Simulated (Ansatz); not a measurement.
This input was run:

```
crystal:
  lattice:
    - [0.0, 3.2117958671, 3.2117958671]
    - [3.2117958671, 0.0, 3.2117958671]
    - [3.2117958671, 3.2117958671, 0.0]
  atoms:
    - { symbol: Ba, position: [0.0, 0.0, 0.0] }
    - { symbol: S, position: [0.5, 0.5, 0.5] }
kpoints:
  mp_grid: { grid: [8, 8, 8] }
  band_path:
    path:
      - [[0.0, 0.0, 0.0], [0.5, 1.983130670303e-35, 0.5], [0.625, 0.25, 0.625]]
      - [[0.375, 0.375, 0.75], [0.0, 0.0, 0.0], [0.5, 0.5, 0.5], [0.5, 0.25, 0.75], [0.5, 1.983130670303e-35, 0.5]]
    npoints: 10
hamiltonian:
  xc: pbe
scf:
  occupations: { method: fermi_dirac, width: 0.02 }
  n_extra_bands: 4
output:
  forces: true
  stress: true
  eigenvalues: true
  write_density: true
  write_potential: true
  elf: true
  volumetric_format: npy
```

Command:
```bash
ansatz run input.yaml --threads 4 --pin off --max-ram 7372MiB --backend cpu --events-out ev --progress --plain --runs-dir out
```

Predict the main features of the band structure and density of states. The path is Γ–X–U|K–Γ–L–W–X.

The bands leave a gap. The gap along this path is 2.23 eV and indirect, from the valence-band top at Γ to the conduction-band bottom at X; the smallest direct gap is 2.35 eV, at X. Three bands meet at the valence-band top at Γ: it is triply degenerate (spin aside). The upper group of valence states starts about 1.8 eV under the valence-band top, with a gap beneath it; it holds about 6 electrons a cell. Within the window shown, the tallest peak of the filled states lies 0.5 eV under the valence-band top, at about 6 states per eV and cell.

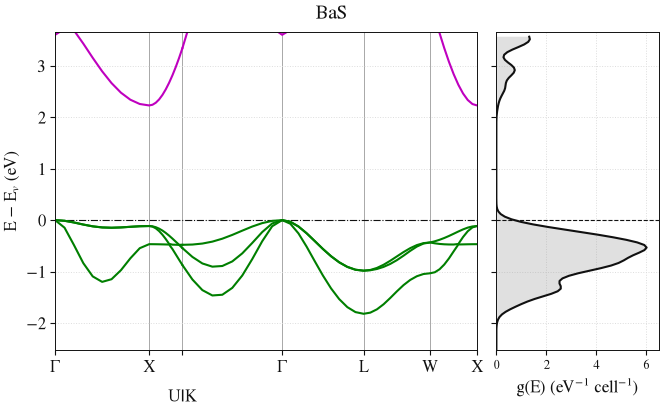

Band structure and density of states. Energies are counted from the top of the valence band. The curve is built from the levels of the k mesh with Gaussians 0.3 eV wide, which also blur the band edges.
